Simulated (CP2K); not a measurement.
## A series of single points on WC

System: WC (P-6m2, 2 atoms in the cell).
Method: Kohn-Sham DFT of a periodic cell, PBE, GTH-PBE with UZH-TZVP basis, no spin polarisation (CP2K 2026.2).

The 6 runs differ only in the geometry, by an even scaling of the cell at fixed fractional positions. The structure derives from an entry of the Crystallography Open Database.

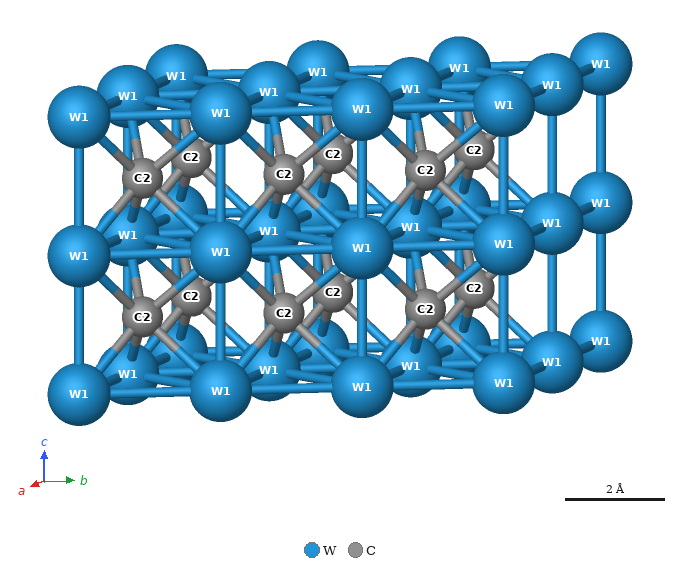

Figure 1. The structure of run 4 (ball-and-stick view of the cell of the calculation, repeated 2 × 3 × 2, seen slightly off an axis; atoms are numbered from 1 in the order of the input).

## Input of run 4
```
&GLOBAL
  PROJECT wc_eos
  RUN_TYPE ENERGY_FORCE
  PRINT_LEVEL LOW
&END GLOBAL
&FORCE_EVAL
  METHOD QS
  STRESS_TENSOR ANALYTICAL
  &DFT
    BASIS_SET_FILE_NAME BASIS_MOLOPT_UZH
    POTENTIAL_FILE_NAME POTENTIAL_UZH
    WFN_RESTART_FILE_NAME previous-RESTART.kp
    &MGRID
      CUTOFF 450
      REL_CUTOFF 60
      NGRIDS 4
    &END MGRID
    &QS
      METHOD GPW
      EPS_DEFAULT 1.0E-10
    &END QS
    &KPOINTS
      SCHEME MONKHORST-PACK 10 10 9
      GAMMA_CENTERED T
      SYMMETRY T
      SYMMETRY_BACKEND SPGLIB
    &END KPOINTS
    &SCF
      SCF_GUESS RESTART
      EPS_SCF 1.0E-6
      MAX_SCF 100
      ADDED_MOS 13
      CHOLESKY OFF
      EPS_EIGVAL 1.0E-7
      &DIAGONALIZATION ON
        ALGORITHM STANDARD
      &END DIAGONALIZATION
      &MIXING ON
        METHOD BROYDEN_MIXING
        ALPHA 0.4
        BETA 1.5
        NBUFFER 8
      &END MIXING
      &SMEAR ON
        METHOD FERMI_DIRAC
        ELECTRONIC_TEMPERATURE [K] 580.226
      &END SMEAR
    &END SCF
    &XC
      &XC_FUNCTIONAL
        &GGA_X_PBE
        &END GGA_X_PBE
        &GGA_C_PBE
        &END GGA_C_PBE
      &END XC_FUNCTIONAL
    &END XC
    &PRINT
      &KPOINTS ON
      &END KPOINTS
      &MULLIKEN ON
      &END MULLIKEN
      &MO ON
        ENERGIES T
        OCCUPATION_NUMBERS T
        &EACH
          QS_SCF 0
        &END EACH
        ADD_LAST NUMERIC
      &END MO
    &END PRINT
  &END DFT
  &SUBSYS
    &CELL
      A 2.9257489053 0.0000000000 0.0000000000
      B -1.4628744527 2.5337728771 0.0000000000
      C 0.0000000000 0.0000000000 2.8553859779
      PERIODIC XYZ
    &END CELL
    &COORD
      SCALED
      W   0.0000000000 0.0000000000 0.0000000000
      C   0.6666666667 0.3333333333 0.5000000000
    &END COORD
    &KIND W
      BASIS_SET TZVP-MOLOPT-PBE-GTH-q14
      POTENTIAL GTH-PBE-q14
    &END KIND
    &KIND C
      BASIS_SET TZVP-MOLOPT-PBE-GTH-q4
      POTENTIAL GTH-PBE-q4
    &END KIND
    &PRINT
      &ATOMIC_COORDINATES ON
      &END ATOMIC_COORDINATES
      &CELL ON
      &END CELL
      &SYMMETRY ON
      &END SYMMETRY
    &END PRINT
  &END SUBSYS
  &PRINT
    &FORCES ON
    &END FORCES
    &STRESS_TENSOR ON
    &END STRESS_TENSOR
  &END PRINT
&END FORCE_EVAL
```

Command:
```bash
OMP_NUM_THREADS=1 cp2k.psmp -i wc_eos.inp -o wc_eos.out
```

Lattice vectors (Å) and fractional positions of run 4:
```
   2.925749    0.000000    0.000000
  -1.462874    2.533773    0.000000
   0.000000    0.000000    2.855386
W   0.000000  0.000000  0.000000
C   0.666667  0.333333  0.500000
```

Run 5 differs from it as follows:
```diff
-      A 2.9257489053 0.0000000000 0.0000000000
-      B -1.4628744527 2.5337728771 0.0000000000
-      C 0.0000000000 0.0000000000 2.8553859779
+      A 2.9447478072 0.0000000000 0.0000000000
+      B -1.4723739036 2.5502264088 0.0000000000
+      C 0.0000000000 0.0000000000 2.8739279649
```

## Results, with one run withheld

```csv
run,volume per atom (Å³),"free energy per atom, from the lowest run given (meV)",pressure (GPa)
1,9.754,61.16,31.06
2,9.961,27.81,20.60
3,10.169,7.34,11.18
4,10.584,0.00,−4.95
5,10.791,?,?
6,10.999,30.35,−18.02
```

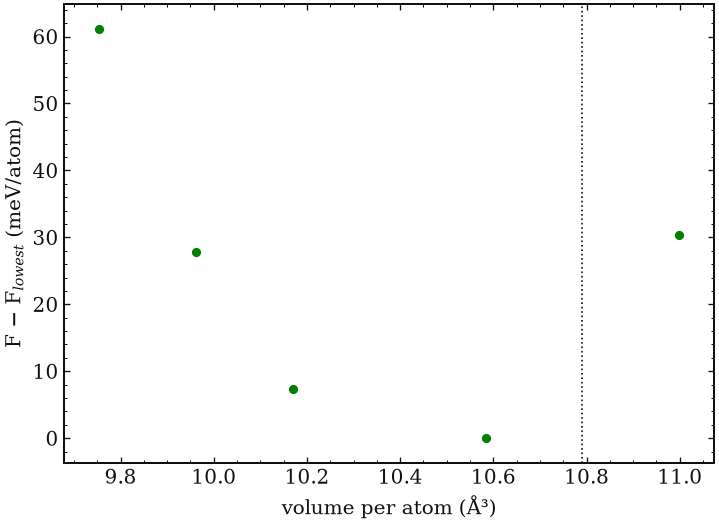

Figure 2. Free energy per atom of the runs given; the dotted line marks run 5.

Fit the runs given and predict run 5.

A cubic polynomial in V^(−2/3) (the Birch–Murnaghan form), fitted to the 5 runs given, misses them by at most 0.03 meV per atom. With x = V^(−2/3) − 0.21155 Å⁻², it reads F = 1.312 + 3011 x + 6.5824e+05 x² + 5.23e+05 x³ (meV per atom). At run 5 it gives 10.92 meV per atom, and the run itself gives 10.95. The slope of the fit gives a pressure −dF/dV of −11.81 GPa there, and the run prints −11.83 GPa. The fit has its minimum at 10.447 Å³ per atom, where V d²F/dV² gives 391 GPa. Cell shape and fractional positions are held, so this is the stiffness under even scaling; the relaxed bulk modulus wasn't computed.

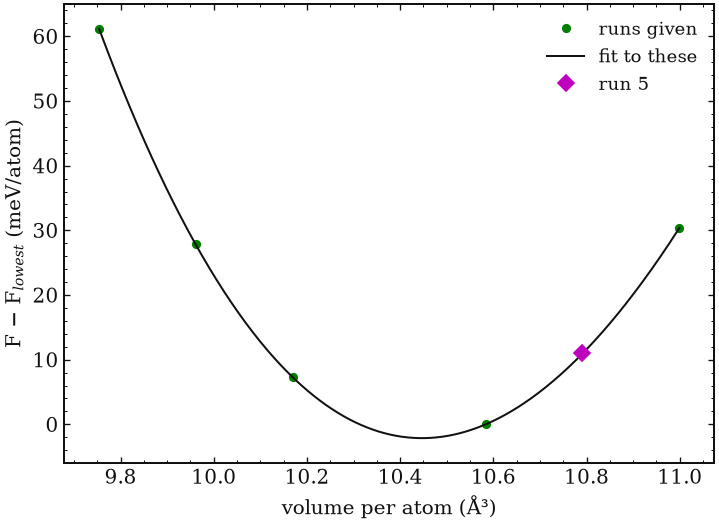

Figure 3. The fit and the withheld run.

## Some lines of the output (run 5)
```
[...]
 CELL| Volume [angstrom^3]:                                            21.582548
 CELL_REF| Volume [angstrom^3]:                                        21.582548
                        Smear method:                                FERMI_DIRAC
  Step     Update method      Time    Convergence         Total energy    Change
  Fermi energy:                                                 0.52858675457159
  Total energy:                                               -73.86053664916955
  Total energy (extrapolated to T->0):                        -73.86049893815527
 MO| E(Fermi):            0.528587 a.u.         14.383577 eV
```

Notes: Spin–orbit coupling is left out, which matters for W.
